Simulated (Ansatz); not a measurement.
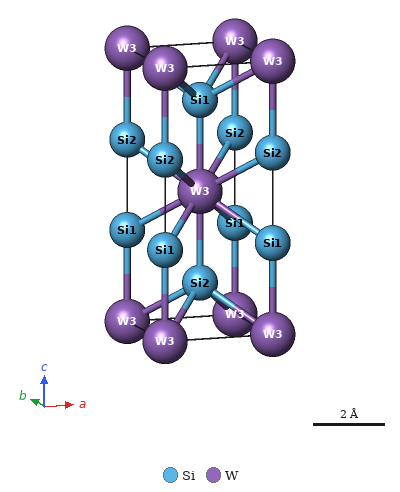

The structure (ball-and-stick view of the cell 2 times as large as that of the calculation, set on its symmetry axes, seen slightly off an axis; atoms are numbered from 1 in the order of the input). An atom can appear more than once, as a periodic image.

Run report: WSi₂, single-point calculation

WSi₂ (I4/mmm, 3 atoms in the cell), computed with DFT, PBE, plane waves, PAW, no spin polarisation (Ansatz 0.2.0).

The structure derives from an entry of the Crystallography Open Database. Some settings of this run were made unusual or wrong on purpose. Figures and captions count atoms from 1; the log counts them from 0 in places.

The input:
```yaml
crystal:
  lattice:
    - [-1.6145299057, 1.6145299057, 3.9335489526]
    - [1.6145299057, -1.6145299057, 3.9335489526]
    - [1.6145299057, 1.6145299057, -3.9335489526]
  atoms:
    - { symbol: Si, position: [0.3345578117, 0.3345578117, 0.0] }
    - { symbol: Si, position: [0.6654421883, 0.6654421883, 0.0] }
    - { symbol: W, position: [0.0, 0.0, 0.0] }
basis:
  ecutwfc: 420
kpoints:
  mp_grid: { grid: [1, 1, 1] }
hamiltonian:
  xc: pbe
scf:
  occupations: { method: gaussian, width: 0.1 }
  max_iter: 60
output:
  forces: true
  eigenvalues: true
  stress: true
```

Run on 1 thread of Arm Neoverse V1, 24 GiB of memory available, shared host.

Launch command:
```bash
ansatz run input.yaml --threads 1 --pin off --max-ram 2560MiB --backend cpu --events-out ev --progress --plain --runs-dir out
```

Log:
```
Engine: ansatz 0.2.0, aarch64-unknown-linux-gnu
Pseudopotentials: kind: paw
Pseudopotential: Si, paw, valence charge 4, recommended cutoff 420 eV (normal), Si.paw.azcp
Pseudopotential: W, paw, valence charge 14, recommended cutoff 420 eV (normal), W.paw.azcp
Functional definition: PBE
  parameter kappa = 0.804
  parameter beta = 0.06672455060314922
  exchange = pbe_x(kappa = kappa, mu = beta*pi^2/3)
  correlation = pbe_c(beta = beta)
Crystal: 3 atoms, lattice volume = 41.014 Å³
Basis set: ecut = 420 eV, 793 PW (Γ), exchange–correlation on 64×64×64 points (8 copies of the dense FFT grid, shifted against one another)
Bands: 15, of which v1, the nominal top of the filled ones, is band 11 counted from 1 (10 counted from 0)
Symmetry: 16 space group operations
Space group: I4/mmm (ITA 139), of the structure as read, at distance tolerance 3.4e-5 Å
k-points: 1
Non-local potential: Si, projectors of the file, l = 0: 2, l = 1: 2, l = 2: 2
Non-local potential: W, projectors of the file, l = 0: 3, l = 1: 2, l = 2: 2, l = 3: 1
PAW form: soft (Blöchl's): semilocal exchange-correlation on the pseudo side does not see the compensation charge
PAW one-centre angular grid: Si, 110 points (default); XC on 64 Gauss nodes
PAW one-centre angular grid: W, 590 points (default); XC on 64 Gauss nodes
Initial density: superposition of atomic densities (neutral atoms: chi_scale 0, normalization atom), corrected by the library's trained network
Initial wavefunctions: pseudopotential atomic-orbital guess
Functional: x = pbe(κ = 0.804, μ = 0.2195149727645171), c = pbe(β = 0.06672455060314922)
SCF iter   1: F=—  HF=-11650.936100 eV  |F-HF|=—  |Δ(HF+E_count)|=         —  Δρ=1.09e-1  dr2=8.28e0  ethr=1.77e-3  ⟨swp⟩=5.0  Hψ=80  notcnv=0
preconditioner: auto → none  [insulator: Δε(μ)=2.036 eV  Ē_g=7.605 eV  σ=0.100 eV  W_gap=1.00  n_scr=10 (ndim 8)  ℏωp=21.7 eV  f_vac=0.000  D(μ)=0.00/eV (n_scr^D=0)  ε∞_Penn≈9.1]
SCF iter   2: F=—  HF=-11654.972605 eV  |F-HF|=—  |Δ(HF+E_count)|=    4.04e0  Δρ=1.85e-1  dr2=3.01e1  ethr=1.77e-3  ⟨swp⟩=4.0  Hψ=43  notcnv=0  recentre
SCF iter   3: F=—  HF=-11649.348887 eV  |F-HF|=—  |Δ(HF+E_count)|=    5.62e0  Δρ=6.80e-2  dr2=2.74e0  ethr=1.77e-3  ⟨swp⟩=3.0  Hψ=42  notcnv=0
SCF iter   4: F=—  HF=-11650.012865 eV  |F-HF|=—  |Δ(HF+E_count)|=   6.64e-1  Δρ=1.40e-1  dr2=1.36e1  ethr=1.77e-3  ⟨swp⟩=3.0  Hψ=41  notcnv=0  recentre
SCF iter   5: F=—  HF=-11648.976664 eV  |F-HF|=—  |Δ(HF+E_count)|=    1.04e0  Δρ=2.71e-2  dr2=5.77e-1  ethr=1.77e-3  ⟨swp⟩=2.0  Hψ=33  notcnv=0
SCF iter   6: F=—  HF=-11649.184802 eV  |F-HF|=—  |Δ(HF+E_count)|=   2.08e-1  Δρ=1.16e-1  dr2=9.04e0  ethr=1.77e-3  ⟨swp⟩=2.0  Hψ=17  notcnv=0  recentre
SCF iter   7: F=—  HF=-11649.158564 eV  |F-HF|=—  |Δ(HF+E_count)|=   2.62e-2  Δρ=1.12e-1  dr2=8.43e0  ethr=1.77e-3  ⟨swp⟩=1.0  Hψ=23  notcnv=0
SCF iter   8: F=—  HF=-11649.091285 eV  |F-HF|=—  |Δ(HF+E_count)|=   6.73e-2  Δρ=5.44e-2  dr2=1.97e0  ethr=1.77e-3  ⟨swp⟩=2.0  Hψ=23  notcnv=0
SCF iter   9: F=—  HF=-11648.986342 eV  |F-HF|=—  |Δ(HF+E_count)|=   1.05e-1  Δρ=3.58e-2  dr2=8.46e-1  ethr=1.77e-3  ⟨swp⟩=1.0  Hψ=23  notcnv=0
SCF iter  10: F=—  HF=-11648.962170 eV  |F-HF|=—  |Δ(HF+E_count)|=   2.42e-2  Δρ=1.19e-2  dr2=9.36e-2  ethr=1.77e-3  ⟨swp⟩=1.0  Hψ=15  notcnv=0
SCF iter  11: F=—  HF=-11648.960001 eV  |F-HF|=—  |Δ(HF+E_count)|=   2.17e-3  Δρ=2.91e-4  dr2=2.10e-5  ethr=4.26e-4  ⟨swp⟩=1.0  Hψ=15  notcnv=0
SCF iter  12: F=—  HF=-11648.960030 eV  |F-HF|=—  |Δ(HF+E_count)|=   2.87e-5  Δρ=2.38e-4  dr2=4.19e-5  ethr=9.56e-8  ⟨swp⟩=2.0  Hψ=21  notcnv=0
SCF iter  13: F=—  HF=-11648.960029 eV  |F-HF|=—  |Δ(HF+E_count)|=   6.86e-7  Δρ=6.75e-5  dr2=2.40e-6  ethr=9.56e-8  ⟨swp⟩=1.0  Hψ=15  notcnv=0
SCF iter  14: F=—  HF=-11648.960030 eV  |F-HF|=—  |Δ(HF+E_count)|=   7.91e-8  Δρ=1.12e-4  dr2=8.31e-6  ethr=1.09e-8  ⟨swp⟩=1.0  Hψ=15  notcnv=0  recentre
SCF iter  15: F=—  HF=-11648.960029 eV  |F-HF|=—  |Δ(HF+E_count)|=   1.40e-7  Δρ=4.99e-5  dr2=1.61e-6  ethr=1.09e-8  ⟨swp⟩=1.0  Hψ=15  notcnv=0
SCF iter  16: F=—  HF=-11648.960029 eV  |F-HF|=—  |Δ(HF+E_count)|=   2.64e-8  Δρ=2.39e-5  dr2=3.90e-7  ethr=7.32e-9  ⟨swp⟩=1.0  Hψ=15  notcnv=0
SCF iter  17: F=-11648.960029 eV  HF=-11648.960029 eV  |F-HF|=1.76e-8  |Δ(HF+E_count)|=   7.78e-9  Δρ=5.70e-6  dr2=2.20e-8  ethr=4.55e-10  ⟨swp⟩=2.0  Hψ=42  notcnv=0
SCF 1 converged in 17 iterations: F = -11648.960029 eV  dr2 = 2.20e-8
  greatest PAW one-centre occupation: 0.999 electrons in one spin orbital (limit 2), on the W atom at site 2 (counted from 0), in its partial waves of l = 0
```

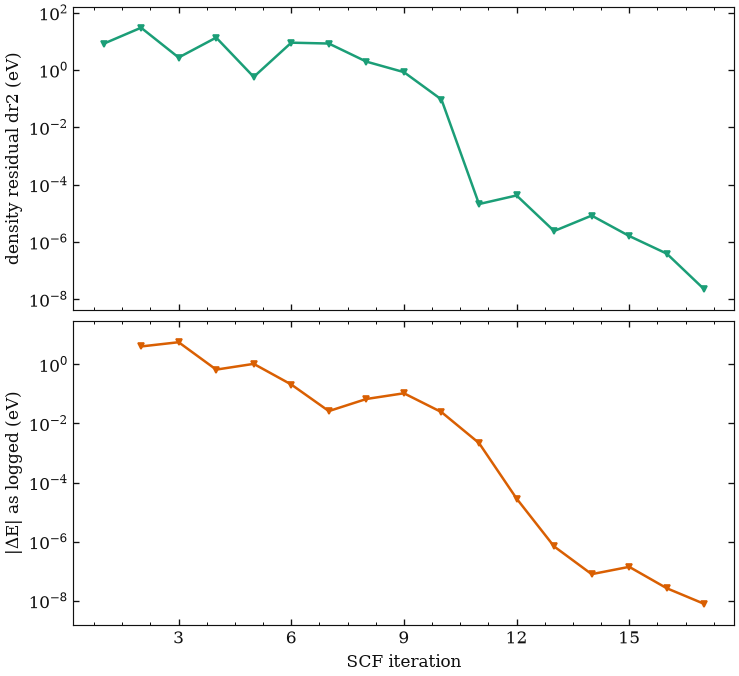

Convergence of the self-consistent field: density residual dr2 and size of the energy change against the SCF iteration. The residual falls unevenly and jumps up by a factor of two or more 4 times on the way down.

```
SCF converged after 17 iterations
Free energy (F): -11648.960029 eV
Harris-Foulkes:  -11648.960029 eV  (|F-HF|=1.76e-8)
Internal energy: -11648.864854 eV  (E = F + TS)
E sigma→0 (E₀):  -11648.912442 eV
Entropy (-TS):   -0.095175 eV (-31.725 meV/atom)
Fermi energy:    18.478402 eV
--- Per-component energies (eV) ---
  E_band       = -61.715134
  E_kinetic    = 552.430855
  E_local      = -980.121951  (includes V_loc(G=0)·N_el)
  E_nonlocal   = 57.438295
  E_hartree    = 390.025577
  E_xc         = -382.867734
  E_vxc        = -339.654902  (∫ρ·V_xc dr)
  E_paw        = -9589.259466  (= ΣΔE_a)
  E_vpaw       = -131.862120  (= ΣTr[D̂ρ^β])
  E_aug_tail   = -0.000071  (compensation charges beyond the density's cutoff)
  E_ewald      = -1696.510359
  E_smearing   = -0.095175  (= −TS)
  E_closure    = -0.000000  (closes the sum)
  Σ components = -11648.960029   (vs F -11648.960029, Δ=0.00e0)
--- Forces (eV/Å), atoms counted from 1 ---
  atom   1  Si     0.00000000     0.00000000     0.09654517
  atom   2  Si     0.00000000     0.00000000    -0.09654517
  atom   3  W      0.00000000     0.00000000     0.00000000
  max |Σ_I F_I| component: 2.03e-23 eV/Å
--- Stress (GPa, compression-positive) ---
       21.804684       0.000000       0.000000
        0.000000      21.804684       0.000000
        0.000000       0.000000      40.819312
  P = ⅓ Tr σ = 28.1429 GPa (281.429 kbar)
--- Band table (eV) ---
  k-point 0: bands = ["-55.6996", "-20.8952", "-19.6954", "-19.6954", "2.3235", "9.8766", "12.6374", "13.6862", "13.6862", "14.4578", "18.4371", "18.5197", "19.2532", "19.7021", "19.7021"]
```

What the run reported:

- outcome: converged
- space group (tolerance 0.01 Å): I4/mmm (139)
- electrons treated: 22
- free energy: −11648.9600 eV
- Fermi energy: 18.478 eV
- gap on the k-point mesh: 0.08 eV
- pressure: 28.14 GPa
- largest force (length of the vector): 0.097 eV/Å
- wall time: 0.75 s
- peak memory: 0.26 GiB

The input was spoiled on purpose: one k-point for a small cell (`kpoints.mp_grid.grid`). One point cannot sample the zone of a small cell. The run converged all the same; its numbers are those of the faulty input and shouldn't be used. So coarse a mesh can miss the band edges, so the true gap of this method can be much smaller, or zero.
